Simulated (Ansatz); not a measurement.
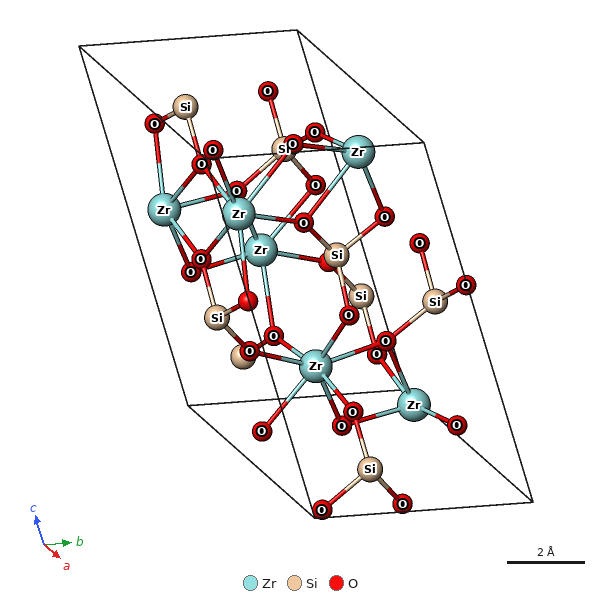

An orthographic ball-and-stick view of the structure, from a general direction. The lines enclose the supercell; boundary atoms appear with their images. The host is ZrSiO$_{4}$, in a cell of 36 sites, and the cell carries a charge of +1.

Q: Spot the defect.

A: An oxygen vacancy. Around the empty site lies one Si at about 1.6 Å.

All computed values are from DFT PBE, scalar-relativistic, plane waves, PAW in Ansatz. Settings: a 420 eV plane-wave basis, Brillouin-zone sampling on a 2×2×2 mesh, Gaussian smearing of 0.02 eV, collinear spins.

Q: Is the defect spin-polarised?

A: No net moment.

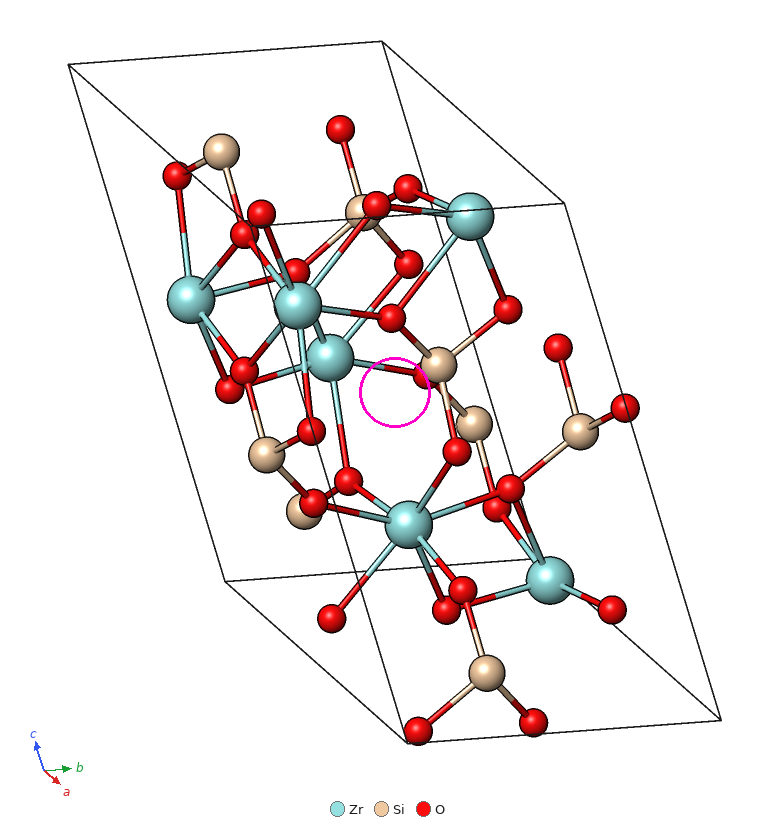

The same cell with a ring at the defect's site.

The atoms were relaxed in the host's cell with DFT PBE, scalar-relativistic, plane waves, PAW in Ansatz.
